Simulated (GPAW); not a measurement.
System: CuI, space group P4/nmm (No. 129).

Input file:
```
from ase import Atoms
from ase.eos import EquationOfState
from ase.io import Trajectory
from ase.units import GPa
from ase.parallel import parprint
from gpaw import GPAW, PW, setup_paths

setup_paths.insert(0, '.')

atoms = Atoms(['I', 'I', 'Cu', 'Cu'],
              cell=[[4.09019619, 0.0, 0.0],
                    [0.0, 4.09019619, 0.0],
                    [0.0, 0.0, 6.55145804]],
              scaled_positions=[[0.0, 0.5, 0.74303436],
                                [0.5, 0.0, 0.25696564],
                                [0.0, 0.0, 0.0],
                                [0.5, 0.5, 0.0]],
              pbc=True)

traj = Trajectory('eos.traj', 'w')
volumes, energies = [], []
for x in [0.94, 0.96, 0.98, 1.0, 1.02, 1.04, 1.06]:
    a = atoms.copy()
    a.set_cell(atoms.cell * x**(1 / 3), scale_atoms=True)
    calc = GPAW(mode=PW(600),
                xc='PBEsol',
                kpts={'size': (7, 7, 4), 'gamma': True},
                occupations={'name': 'fermi-dirac', 'width': 0.05},
                nbands=34,
                convergence={'density': 1e-05, 'energy': 1e-05},
                maxiter=150,
                txt=f'eos-{x:.2f}.txt')
    a.calc = calc
    energies.append(a.get_potential_energy(force_consistent=True))
    volumes.append(a.get_volume())
    p = -a.get_stress()[:3].mean() / GPa
    calc.write(f'eos-{x:.2f}.gpw')
    traj.write(a)
    parprint(f'{x:.2f} {volumes[-1]:10.4f} A^3 {energies[-1]:14.6f} eV {p:9.3f} GPa', flush=True)

v0, e0, B = EquationOfState(volumes, energies, eos='birchmurnaghan').fit()
parprint(f'V0 = {v0:.4f} A^3, E0 = {e0:.6f} eV, B0 = {B / GPa:.2f} GPa')
```

Command:
```bash
gpaw-setup -f PBEsol Cu I
OMP_NUM_THREADS=1 mpirun -n 4 gpaw python run.py
```

Method: PAW DFT in plane waves, on a grid or in atomic orbitals, no spin polarisation; energies at scaled volumes of the given cell, shape and fractions fixed, counted from the fit's minimum, third-order Birch-Murnaghan fit (GPAW 26.7.0). Level: PBEsol.

k mesh 7×7×4; occupations Fermi–Dirac; smearing width 0.05 eV; potentials PAW data sets made by gpaw setup for the functional; wave cutoff 600 eV; program settings basis pw.

Describe the result: the energy and pressure against volume. The volume takes the values 25.76, 26.30, 26.85, 27.40, 27.95, 28.50, 29.05 Å³/atom.

A third-order Birch–Murnaghan fit gives V0 = 26.89 Å³/atom, B0 = 48.8 GPa and B′ = 5.2. The energy is 7.93 meV/atom at volume 25.76 Å³/atom and 22.47 meV/atom at 29.05 Å³/atom; the lowest computed point is at volume 26.85 Å³/atom (0.01 meV/atom). The pressure falls from 2.28 GPa at volume 25.76 Å³/atom to −3.14 GPa at 29.05 Å³/atom, and changes sign near 26.85 Å³/atom.

```csv
volume (Å³/atom),energy (meV/atom),pressure (GPa)
25.76,7.93,2.28
26.30,2.02,1.07
26.85,0.01,0.00
27.40,1.43,-0.94
27.95,5.88,-1.77
28.50,13.00,-2.50
29.05,22.47,-3.14
```

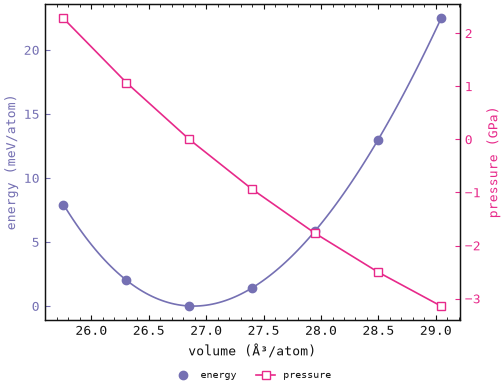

Keep in mind: shape and atomic fractions are frozen while scaling, which makes layered, chain and framework solids too stiff.
